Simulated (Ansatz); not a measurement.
```
Cu O
1.0
     4.04596    0.00000    0.00000
     0.00000    4.04596    0.00000
     0.00000    0.00000    7.34723
Cu O
6 4
Cartesian
  0.0000 0.0000 0.0000
  2.0230 2.0230 3.6736
  0.0000 2.0230 1.8368
  2.0230 0.0000 5.5104
  2.0230 0.0000 1.8368
  0.0000 2.0230 5.5104
  0.0000 2.0230 0.0000
  2.0230 0.0000 3.6736
  2.0230 0.0000 0.0000
  0.0000 2.0230 3.6736
```

Space group I4/mmm; a structure from a database of computed crystals, not necessarily the ambient phase.

Theory: Ansatz, Kohn-Sham DFT of a periodic cell, PBE, Ansatz PAW.

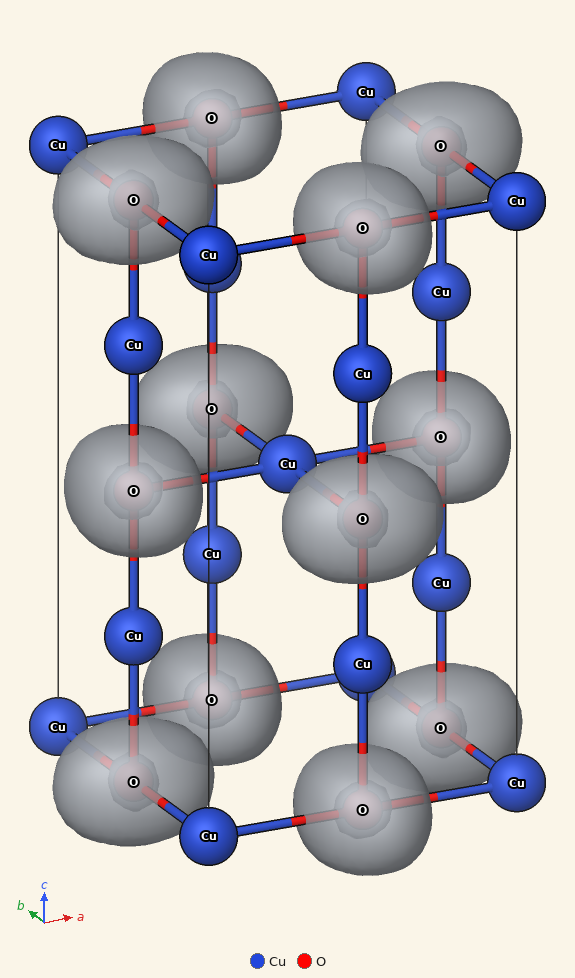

Cu$_{3}$O$_{2}$. Isosurface of the electron localisation function at 0.65 (grey), seen at an oblique angle. Core shells and regions of very low density are left out. Sticks mark near contacts.

Core electrons are frozen (PAW), and the valence fields are smoothed inside the atomic spheres.

Identify the bonds, lone pairs and shells in this picture.

Answer. The surface consists of four regions wrapped around O (the valence shell of each), counted in one cell of 10 atoms. Any copies at cell faces, edges or corners count once. Along the contacts the grid gives the following. Cu–O (1.84 Å): the ELF peaks at about 0.80 in the valence shell of O, 0.6 Å from its nucleus, and is about 0.20 at the midpoint; no shared electron pair shows on this line. Cu–O (2.02 Å): the ELF peaks at about 0.80 in the valence shell of O, 0.6 Å from its nucleus, and is about 0.20 at the midpoint: no shared electron pair shows on this line.

Metal or insulator at this level of theory?

Answer. It is metallic or semimetallic at this level of theory: no gap opens; semilocal functionals without U, or without the true magnetic order, often close the gap of such compounds.
